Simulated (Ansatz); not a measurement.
The coordinates of a crystal:

```xyz
12
Lattice="3.4745 0.0000 0.0000 -1.7372 3.0090 0.0000 0.0000 0.0000 17.7734" Properties=species:S:1:pos:R:3 pbc="T T T"
Ga    0.0000    2.0060    1.6371
Ga    0.0000    2.0060    4.2874
N     0.0000    0.0000    0.9361
N     1.7372    1.0030    4.9884
Ga    0.0000    0.0000    7.5615
Ga    0.0000    0.0000   10.2119
N     1.7372    1.0030    6.8606
N     0.0000    2.0060   10.9128
Ga    1.7372    1.0030   13.4860
Ga    1.7372    1.0030   16.1363
N     0.0000    2.0060   12.7851
N     0.0000    0.0000   16.8373
```

What does this file describe?

Answer. The stoichiometry is GaN. Its lattice is rhombohedral (trigonal R), its space group R-3m (No. 166). One cell contains 6 Ga, 6 N, 12 atoms in all. About every Ga there are three N in a trigonal pyramidal arrangement at 2.12 Å. N is coordinated by three Ga in a trigonal pyramidal arrangement at 2.12 Å. Not all metal-metal contacts are counted. The bonds build GaN layers parallel to (001).

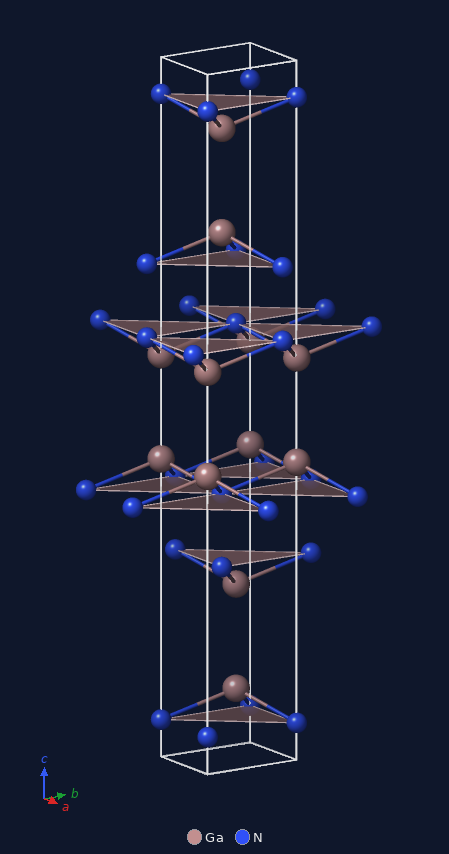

The crystal in a polyhedral representation, seen slightly off an axis. The box is the conventional unit cell; atoms on or close to its faces, edges and corners are drawn wherever they repeat. Some atoms of the next cells are drawn as well. Colours: gallium pink, nitrogen blue.

Source of the structure: a structure listed in the Materials Project, with elements exchanged, so it need not be a known form of the compound. The cell was then strained or its atoms displaced on purpose. It was run through Ansatz as a DFT input.

At this level of theory the cell isn't at rest (stretched, at -22 GPa and forces up to 1.2 eV/Å), so its distances can differ from those at equilibrium, the more so the softer the solid.
